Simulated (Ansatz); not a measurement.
**Geometry relaxation of Zn15Se16 (part 2 of 2)**

Zn15Se16 (defect cell, 31 atoms in the cell); DFT, PBE, plane waves, PAW, spin-polarised (Ansatz 0.2.0); cutoff 420 eV, 2×2×2 k-mesh, Gaussian smearing of 0.01 eV, collinear spins. The structure derives from a Materials Project entry. The run did not end well. It belongs to a series of runs on one base structure; here: Zn vacancy (site a), charge +0, atoms relaxed at the host's cell. The settings are looser than a standard set-up, so the numbers are not reference values.

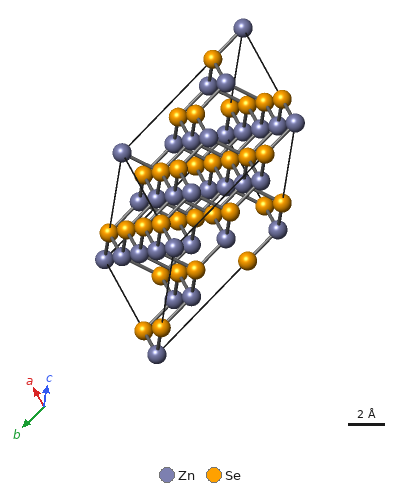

The geometry at step 1 of the log (ball-and-stick view of the cell of the calculation, seen at an oblique angle).

Output, continued
```
  k-point 0 ↑: bands = ["-40.9138", "-40.9138", "-40.9138", "-40.9137", "-40.9137", "-40.9137", "-40.9137", "-40.9137", "-40.9137", "-40.9136", ... 53 levels left out ..., "-40.6996", "-40.6937", "-40.6937", "-40.6936", "-40.6936", "-40.6936", "-40.6936", "-40.6936", "-40.6936", "-40.6752", "-40.6752", "-40.6752", "-40.6752", "-40.6752", "-40.6752", "-40.6752", "-40.6752", "-6.7999", "-6.7999", "-6.7999", "-6.6401", "-6.3182", "-6.3182", "-6.3182", "-6.3179", "-6.3179", "-6.3179", "-6.3179", "-6.3179",
      "-6.0250", "-5.9890", "-5.9890", "-5.9890", "-0.4412", "-0.4412", "-0.4412", "-0.4373", "-0.4373", "-0.4373", "-0.4370", "-0.4370", "-0.4268", "-0.3994", "-0.3994", "-0.3994", "-0.3931", "-0.3931", "-0.3931", "-0.3893", "-0.3893", "-0.3893", "-0.3658", "-0.3658", "-0.3658", "-0.3636", "-0.3636", "-0.3614", "-0.3348", "-0.3348", "-0.3348", "-0.3118", "-0.3118", "-0.3118", "-0.3112", "-0.3035", "-0.3035", "-0.2398", "-0.2398", "-0.2398",
      "-0.2286", "-0.2286", "-0.2286", "-0.2263", "-0.2263", "-0.2263", "-0.1936", "-0.1927", "-0.1927", "-0.1457", "-0.1457", "-0.1457", "-0.1443", "-0.1443", "-0.1443", "-0.1238", "-0.1238", "-0.1238", "-0.1149", "-0.1149", "-0.1109", "-0.1109", "-0.1109", "-0.1033", "-0.1022", "-0.1022", "-0.1022", "-0.0477", "-0.0477", "-0.0477", "-0.0125", "-0.0125", "-0.0060", "-0.0060", "-0.0060", "-0.0003", "-0.0003", "-0.0003", "0.0472", "1.4760",
      "1.4760", "1.4760", "1.5014", "1.5014", "1.5200", "1.5200", "1.5200", "1.5814", "1.5814", "1.5814", "2.4787", "3.0142", "3.0142", "3.0142", "3.3555", "3.6184", "3.6184", "3.6184", "3.6285", "3.6285", "3.6285", "3.6750", "3.6750", "3.8113", "3.8113", "3.8113", "4.4079", "4.4079", "4.4079", "4.4120", "4.4404", "4.4404", "4.4884", "4.5059", "4.5059", "4.5059", "4.8134", "4.8134", "4.8134", "5.4850",
      "5.4850", "5.4857", "5.4857", "5.4857", "5.6956", "5.6956", "5.6956", "8.6695", "8.6695", "8.6695", "8.9629", "9.6951", "9.6951", "9.6951", "9.7089", "9.7089", "9.7089", "9.7968", "9.7968", "9.9472", "9.9472", "9.9472", "10.6175", "11.4698", "11.4698", "11.4854", "11.4854", "11.4854", "11.5399", "11.5399", "11.5399", "11.6633", "11.6633", "11.6633", "12.3900", "12.3900", "12.3900", "12.4018", "12.4182", "12.4182",
      "12.4663", "12.4663", "12.4663", "12.8336", "12.8336", "12.8336", "13.3056", "13.4331", "13.4331", "13.4331", "13.5256"]
  k-point 1 ↑: bands = ["-40.9138", "-40.9138", "-40.9137", "-40.9137", "-40.9137", "-40.9137", "-40.9137", "-40.9137", "-40.9137", "-40.9136", ... 53 levels left out ..., "-40.6996", "-40.6937", "-40.6937", "-40.6936", "-40.6936", "-40.6936", "-40.6936", "-40.6936", "-40.6936", "-40.6752", "-40.6752", "-40.6752", "-40.6752", "-40.6752", "-40.6752", "-40.6752", "-40.6752", "-6.9742", "-6.6375", "-6.5943", "-6.5943", "-6.5371", "-6.4131", "-6.3917", "-6.3917", "-6.3611", "-6.2620", "-6.2268", "-6.2268",
      "-6.0840", "-5.9683", "-5.9564", "-5.9564", "-0.4796", "-0.4552", "-0.4552", "-0.4352", "-0.4352", "-0.4329", "-0.4265", "-0.4181", "-0.4061", "-0.4061", "-0.4022", "-0.3980", "-0.3933", "-0.3886", "-0.3868", "-0.3840", "-0.3821", "-0.3821", "-0.3766", "-0.3714", "-0.3714", "-0.3665", "-0.3621", "-0.3442", "-0.3442", "-0.3340", "-0.3336", "-0.3336", "-0.3304", "-0.3113", "-0.3113", "-0.3089", "-0.3062", "-0.2680", "-0.2680", "-0.2500",
      "-0.2179", "-0.1894", "-0.1894", "-0.1863", "-0.1789", "-0.1718", "-0.1692", "-0.1650", "-0.1650", "-0.1628", "-0.1462", "-0.1459", "-0.1424", "-0.1424", "-0.1396", "-0.1369", "-0.1318", "-0.1318", "-0.1255", "-0.1252", "-0.1252", "-0.1236", "-0.1235", "-0.1197", "-0.1051", "-0.1051", "-0.1030", "-0.1009", "-0.0939", "-0.0828", "-0.0701", "-0.0701", "-0.0581", "0.0262", "0.0262", "0.0494", "0.0528", "0.0726", "0.0726", "1.3481",
      "1.3916", "1.3930", "1.3930", "1.4083", "1.4382", "1.4953", "1.5490", "1.5490", "1.8376", "2.2739", "2.6331", "2.6605", "2.6605", "3.1162", "3.1286", "3.1871", "3.1871", "3.5617", "3.6144", "3.7169", "3.7169", "3.8343", "4.1413", "4.1413", "4.2647", "4.3062", "4.3076", "4.3076", "4.3439", "4.3529", "4.3529", "4.3597", "4.4496", "4.5643", "4.5643", "4.7467", "4.9966", "5.0376", "5.1030", "5.1030",
      "5.1265", "5.1322", "5.3036", "5.3089", "5.3089", "5.6599", "5.6599", "8.6152", "9.2592", "9.2854", "9.2854", "9.4351", "9.4896", "9.7889", "9.9473", "9.9473", "9.9619", "10.0270", "10.0270", "10.1314", "10.2450", "10.3971", "10.5757", "10.6178", "10.6178", "10.8736", "10.9207", "11.1073", "11.1073", "11.1611", "11.8534", "11.9142", "11.9578", "11.9578", "12.0951", "12.1371", "12.1371", "12.1707", "12.4831", "12.4831",
      "12.6356", "12.6893", "12.6893", "12.7010", "12.7349", "12.7349", "12.7469", "12.7825", "12.8308", "12.8680", "13.4197"]
  k-point 0 ↓: bands = ["-40.9041", "-40.9041", "-40.9041", "-40.9041", "-40.9040", "-40.9040", "-40.9040", "-40.9040", "-40.9040", "-40.9040", ... 53 levels left out ..., "-40.6614", "-40.6614", "-40.6614", "-40.6614", "-40.6614", "-40.6477", "-40.6477", "-40.6477", "-40.6477", "-40.6477", "-40.6476", "-40.6476", "-40.6476", "-40.6439", "-40.6438", "-40.6438", "-40.6438", "-6.7540", "-6.7540", "-6.7540", "-6.5685", "-6.2774", "-6.2774", "-6.2774", "-6.2770", "-6.2770", "-6.2770", "-6.2764", "-6.2764",
      "-5.8141", "-5.7544", "-5.7544", "-5.7544", "-0.4310", "-0.4310", "-0.4310", "-0.4295", "-0.4295", "-0.4241", "-0.4241", "-0.4241", "-0.4205", "-0.3904", "-0.3904", "-0.3904", "-0.3854", "-0.3854", "-0.3854", "-0.3755", "-0.3755", "-0.3755", "-0.3534", "-0.3534", "-0.3534", "-0.3515", "-0.3515", "-0.3421", "-0.3247", "-0.3247", "-0.3247", "-0.3050", "-0.2977", "-0.2977", "-0.2977", "-0.2897", "-0.2897", "-0.2250", "-0.2250", "-0.2250",
      "-0.2215", "-0.2215", "-0.2215", "-0.2180", "-0.2180", "-0.2180", "-0.1846", "-0.1846", "-0.1817", "-0.1406", "-0.1406", "-0.1406", "-0.1394", "-0.1394", "-0.1394", "-0.1150", "-0.1150", "-0.1150", "-0.1091", "-0.1091", "-0.1050", "-0.1050", "-0.1050", "-0.0984", "-0.0962", "-0.0962", "-0.0962", "-0.0328", "-0.0328", "-0.0328", "-0.0020", "-0.0020", "0.0035", "0.0035", "0.0035", "0.0101", "0.0101", "0.0101", "0.0632", "1.4978",
      "1.4978", "1.4978", "1.5353", "1.5353", "1.5486", "1.5486", "1.5486", "1.6292", "1.6292", "1.6292", "2.5698", "3.0569", "3.0569", "3.0569", "3.4089", "3.6548", "3.6548", "3.6548", "3.6612", "3.6612", "3.6612", "3.7367", "3.7367", "3.8925", "3.8925", "3.8925", "4.4316", "4.4397", "4.4397", "4.4397", "4.4981", "4.4981", "4.5785", "4.5785", "4.5785", "4.7946", "4.9884", "4.9884", "4.9884", "5.5292",
      "5.5292", "5.5357", "5.5357", "5.5357", "5.9580", "5.9580", "5.9580", "8.7001", "8.7001", "8.7001", "9.0001", "9.7132", "9.7132", "9.7132", "9.7339", "9.7339", "9.7339", "9.8274", "9.8274", "9.9829", "9.9829", "9.9829", "10.6562", "11.4945", "11.4945", "11.5158", "11.5158", "11.5158", "11.5813", "11.5813", "11.5813", "11.7004", "11.7004", "11.7004", "12.4028", "12.4028", "12.4028", "12.4410", "12.4410", "12.4431",
      "12.5046", "12.5046", "12.5046", "12.8696", "12.8696", "12.8696", "13.3590", "13.4433", "13.4433", "13.4433", "13.5640"]
  k-point 1 ↓: bands = ["-40.9042", "-40.9041", "-40.9041", "-40.9041", "-40.9041", "-40.9040", "-40.9040", "-40.9040", "-40.9040", "-40.9040", ... 53 levels left out ..., "-40.6614", "-40.6614", "-40.6614", "-40.6614", "-40.6614", "-40.6477", "-40.6477", "-40.6477", "-40.6477", "-40.6477", "-40.6476", "-40.6476", "-40.6476", "-40.6439", "-40.6438", "-40.6438", "-40.6438", "-6.9230", "-6.5977", "-6.5469", "-6.5469", "-6.4898", "-6.3698", "-6.3420", "-6.3420", "-6.3139", "-6.2208", "-6.1826", "-6.1826",
      "-5.8571", "-5.7402", "-5.7344", "-5.7344", "-0.4687", "-0.4451", "-0.4451", "-0.4244", "-0.4241", "-0.4241", "-0.4186", "-0.4058", "-0.3983", "-0.3983", "-0.3917", "-0.3889", "-0.3815", "-0.3794", "-0.3756", "-0.3745", "-0.3692", "-0.3692", "-0.3636", "-0.3607", "-0.3607", "-0.3533", "-0.3521", "-0.3317", "-0.3317", "-0.3207", "-0.3207", "-0.3201", "-0.3195", "-0.3000", "-0.3000", "-0.2952", "-0.2894", "-0.2555", "-0.2555", "-0.2384",
      "-0.2074", "-0.1810", "-0.1770", "-0.1770", "-0.1708", "-0.1655", "-0.1642", "-0.1575", "-0.1569", "-0.1569", "-0.1412", "-0.1364", "-0.1361", "-0.1361", "-0.1323", "-0.1297", "-0.1255", "-0.1255", "-0.1186", "-0.1186", "-0.1178", "-0.1175", "-0.1156", "-0.1138", "-0.0988", "-0.0988", "-0.0971", "-0.0926", "-0.0885", "-0.0724", "-0.0596", "-0.0596", "-0.0455", "0.0395", "0.0395", "0.0596", "0.0708", "0.0843", "0.0843", "1.3676",
      "1.4211", "1.4283", "1.4283", "1.4433", "1.4687", "1.5246", "1.5849", "1.5849", "1.8792", "2.3368", "2.6603", "2.7043", "2.7043", "3.1498", "3.1884", "3.2377", "3.2377", "3.6578", "3.6638", "3.7684", "3.7684", "3.9825", "4.1870", "4.1870", "4.2907", "4.3452", "4.3473", "4.3473", "4.3960", "4.4162", "4.4162", "4.4176", "4.5188", "4.6712", "4.6712", "4.8584", "5.0706", "5.1656", "5.1656", "5.1900",
      "5.2099", "5.2248", "5.4210", "5.4210", "5.5941", "5.9037", "5.9037", "8.6653", "9.2811", "9.3174", "9.3174", "9.4651", "9.5165", "9.8190", "9.9720", "9.9720", "9.9869", "10.0724", "10.0724", "10.1695", "10.2748", "10.4347", "10.6052", "10.6492", "10.6492", "10.8876", "10.9466", "11.1390", "11.1390", "11.1861", "11.8980", "11.9423", "11.9910", "11.9910", "12.1260", "12.1627", "12.1627", "12.2078", "12.5023", "12.5023",
      "12.6508", "12.7196", "12.7205", "12.7205", "12.7575", "12.7575", "12.7677", "12.8181", "12.8751", "12.9204", "13.4770"]
End of that report.
Error: geometry relaxation did not converge after 1 steps: max|allowed force component| = 1.32e-1 eV/Å (threshold 2.5e-2). Raise `relax.max_steps` over both its present limit and 1, loosen `relax.f_tol`, or start from a geometry closer to equilibrium. Where this run's directory can be resumed (`checkpoint.write`), a resume goes on for up to `relax.max_steps` more
```

This output came from the following input.

Input
```yaml
crystal:
  lattice:
    - [5.7317611782, 5.7317611782, 5.7317611782]
    - [5.7317611782, -5.7317611782, -5.7317611782]
    - [-5.7317611782, 5.7317611782, -5.7317611782]
  atoms:
    - { symbol: Zn, position: [0.5, 0.5, 0.0] }
    - { symbol: Zn, position: [0.25, 0.25, 0.5] }
    - { symbol: Zn, position: [0.75, 0.5, 0.75] }
    - { symbol: Zn, position: [0.5, 0.25, 0.25] }
    - { symbol: Zn, position: [0.0, 0.5, 0.5] }
    - { symbol: Zn, position: [0.75, 0.25, 0.0] }
    - { symbol: Zn, position: [0.25, 0.0, 0.75] }
    - { symbol: Zn, position: [0.5, 0.0, 0.5] }
    - { symbol: Zn, position: [0.0, 0.25, 0.75] }
    - { symbol: Zn, position: [0.25, 0.75, 0.0] }
    - { symbol: Zn, position: [0.75, 0.0, 0.25] }
    - { symbol: Zn, position: [0.0, 0.0, 0.0] }
    - { symbol: Zn, position: [0.5, 0.75, 0.75] }
    - { symbol: Zn, position: [0.75, 0.75, 0.5] }
    - { symbol: Zn, position: [0.0, 0.75, 0.25] }
    - { symbol: Se, position: [0.25, 0.75, 0.25], spin: 0.5 }
    - { symbol: Se, position: [0.5, 0.75, 0.0] }
    - { symbol: Se, position: [0.25, 0.5, 0.5], spin: 0.5 }
    - { symbol: Se, position: [0.75, 0.75, 0.75] }
    - { symbol: Se, position: [0.5, 0.5, 0.25], spin: 0.5 }
    - { symbol: Se, position: [0.0, 0.75, 0.5] }
    - { symbol: Se, position: [0.75, 0.5, 0.0] }
    - { symbol: Se, position: [0.25, 0.25, 0.75] }
    - { symbol: Se, position: [0.5, 0.25, 0.5] }
    - { symbol: Se, position: [0.0, 0.5, 0.75] }
    - { symbol: Se, position: [0.25, 0.0, 0.0] }
    - { symbol: Se, position: [0.75, 0.25, 0.25] }
    - { symbol: Se, position: [0.0, 0.25, 0.0], spin: 0.5 }
    - { symbol: Se, position: [0.5, 0.0, 0.75] }
    - { symbol: Se, position: [0.75, 0.0, 0.5] }
    - { symbol: Se, position: [0.0, 0.0, 0.25] }
  host:
    lattice:
      - [0.0, 2.8658805891, 2.8658805891]
      - [2.8658805891, 0.0, 2.8658805891]
      - [2.8658805891, 2.8658805891, 0.0]
    atoms:
      - { symbol: Zn, position: [0.0, 0.0, 0.0] }
      - { symbol: Se, position: [0.25, 0.25, 0.25] }
basis:
  ecutwfc: 420
  xc_grid: 2
kpoints:
  mp_grid: { grid: [2, 2, 2], shift: [0.5, 0.5, 0.5] }
hamiltonian:
  xc: pbe
scf:
  occupations: { method: gaussian, width: 0.01 }
output:
  forces: true
  stress: false
  eigenvalues: true
  populations: true
  charged_corrections:
    defect_position: [0.25, 0.5, 0.25]
    epsilon: [[10.789, 0.0, 0.0], [0.0, 10.789, 0.0], [0.0, 0.0, 10.789]]
  write_density: true
  write_potential: true
  elf: true
  volumetric_format: npy
magnetization:
  spin_polarized: true
relax:
  adjacent_minimum: "off"
  f_tol: 0.025
  max_steps: 1
```

Command:
```bash
ansatz run input.yaml --threads 4 --pin off --max-ram 8192MiB --backend cpu --events-out ev --progress --plain --runs-dir out
```

What the run reported

```tsv
quantity	value
outcome	not converged
hardware	4 threads of AMD EPYC (Zen 3), 189 GiB of memory available, shared host
wall time	3.1 min (CPU time 9.6 min)
peak memory	3.8 GiB
```

Diagnosis

Settings chosen away from the usual ones: Zn vacancy (site a), charge +0, atoms relaxed at the host's cell. The run did not converge: “geometry relaxation did not converge after 1 steps: max|allowed force component| = 1.32e-1 eV/Å (threshold 2.5e-2). Raise `relax.max_steps` over both its present limit and 1, loosen `relax.f_tol`, or start from a geometry closer to equilibrium …” Its last values are not results.
